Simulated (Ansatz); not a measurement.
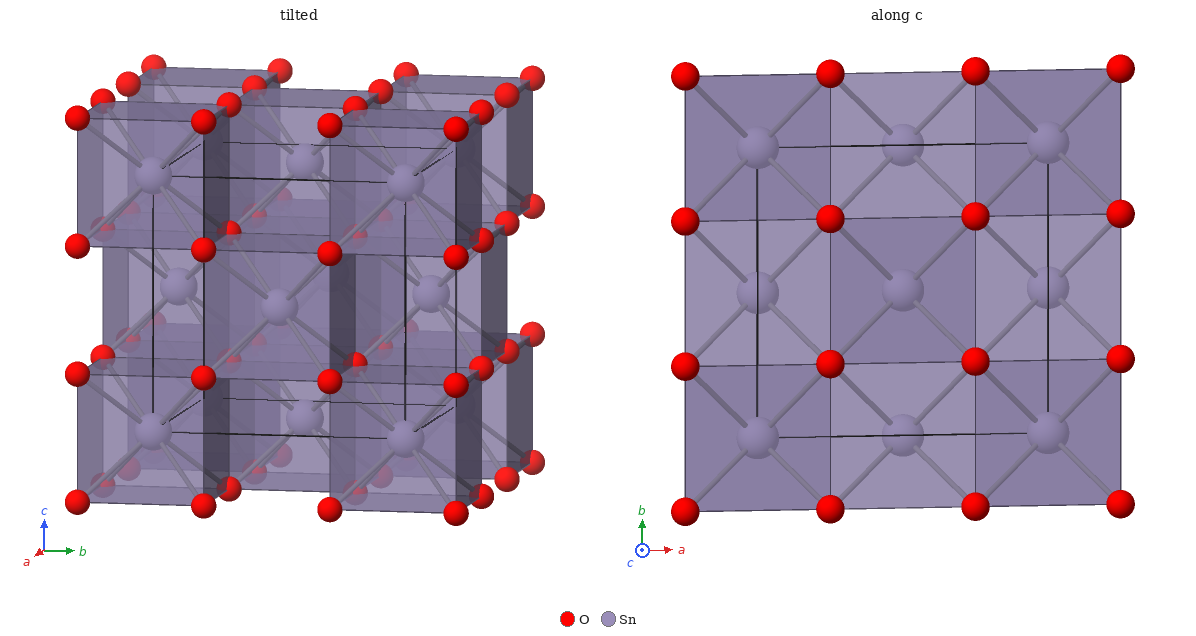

We look at a polyhedral model of the crystal slightly off an axis and along the c axis. The wireframe shows the drawn cell (a repeat of the simulation cell). Some neighbours outside the box are added. Cell: a = 5.144 Å, b = 5.144 Å, c = 5.143 Å, α = 90.00°, β = 90.00°, γ = 89.00°.

Describe the arrangement of the atoms.

It has the composition SnO$_{2}$. Strictly the space group is Immm (No. 71, within 0.01 Å). It is a distorted form of a face-centred cubic structure, space group Fm-3m (No. 225) within 0.25 Å: fluorite (CaF₂ type). Atoms per cell: 12 (4 Sn, 8 O). The polyhedra are SnO8 cubes; they share edges. O sits among four Sn in a tetrahedral arrangement at about 2.2 Å. The neighbours of Sn are eight O in a cubic arrangement at about 2.2 Å. The bonds build a three-dimensional framework.

Origin of the cell: a structure listed in the Materials Project. The cell was then strained or its atoms displaced on purpose. It was the input of a calculation with Ansatz.
